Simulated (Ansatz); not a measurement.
Al₂Ga₂As₃

Input

```
crystal:
  lattice:
    - [-4.137567, 2.388618, -6.300128]
    - [3.865803, 2.383428, -6.135517]
    - [-0.131387, -4.539917, -6.13574]
  atoms:
    - { symbol: Al, position: [0.4991099954, 0.9798512417, 0.4824435749] }
    - { symbol: Al, position: [0.0434401356, 0.4819398301, 0.4844606082] }
    - { symbol: Al, position: [0.4991108811, 0.479951742, 0.9824639754] }
    - { symbol: Al, position: [0.0434533994, 0.981928552, 0.9845246546] }
    - { symbol: Ga, position: [0.9362423416, 0.511693863, 0.0142214757] }
    - { symbol: Ga, position: [0.4814719377, 0.0467700692, 0.0494405718] }
    - { symbol: Ga, position: [0.9361739055, 0.0117277449, 0.5142750734] }
    - { symbol: Ga, position: [0.4814019667, 0.5468020764, 0.5493467723] }
    - { symbol: As, position: [0.8722197028, 0.3756426464, 0.3781455605] }
    - { symbol: As, position: [0.8722630667, 0.8756162058, 0.878169899] }
    - { symbol: As, position: [0.8795047179, 0.3528294161, 0.855385703] }
    - { symbol: As, position: [0.4085373133, 0.8685098058, 0.8709798423] }
    - { symbol: As, position: [0.8794941592, 0.8528514057, 0.355406378] }
    - { symbol: As, position: [0.4085185513, 0.3683962109, 0.3710030029] }
basis:
  ecutwfc: 500
kpoints:
  mp_grid: { grid: [5, 5, 5] }
hamiltonian:
  xc: r2scan
scf:
  occupations: { method: gaussian, width: 0.02 }
  n_extra_bands: 8
output:
  forces: true
  stress: true
  eigenvalues: true
  populations: true
  dos:
    method: { smearing: { sigma: 0.1, scheme: gaussian } }
    projected: true
    de: 0.02
  write_density: true
  write_potential: true
  elf: true
  volumetric_format: npy
```

Launched as:

```sh
ansatz run input.yaml --threads 4 --pin off --max-ram 9216MiB --backend cpu --events-out ev --progress --plain --runs-dir out
```

Space group Pm; a generated structure, not necessarily the stable one.

These are results of DFT r2SCAN, scalar-relativistic, plane waves, PAW (Ansatz 0.2.0), not measurements.

Q: What can the converged valence pseudo-density and electron localisation function tell about the bonding?

A: Al–As (2.41 Å): the density is about 0.52 e/Å³ at the midpoint; the ELF peaks at about 0.90 between the atoms.
Ga–As (2.63 Å): ρ is about 0.36 e/Å³ halfway; the ELF peaks at about 0.75 between the atoms.
Ga–As (2.68 Å): the density is about 0.33 e/Å³ at the midpoint; the ELF is about 0.65 at the midpoint.

Q: Metal or insulator at this level of theory?

A: It is metallic or semimetallic at this level of theory: no gap opens.

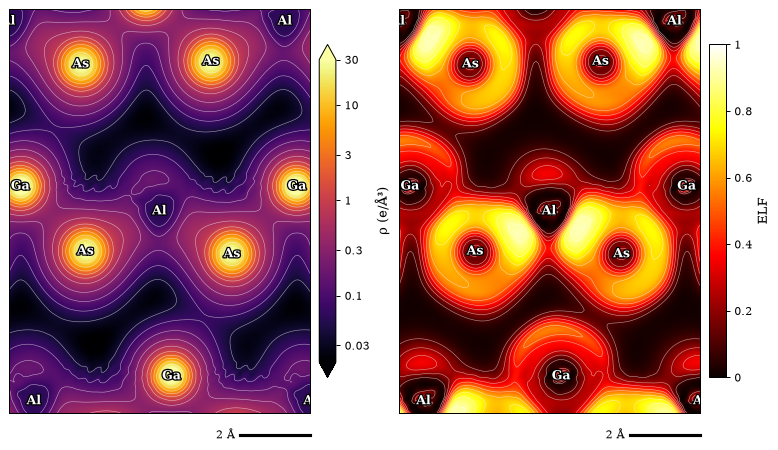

Computed valence pseudo-density and electron localisation function on the (011̄) plane of the calculation cell, in this order. 

Core electrons are frozen (PAW), and the valence fields are smoothed inside the atomic spheres.
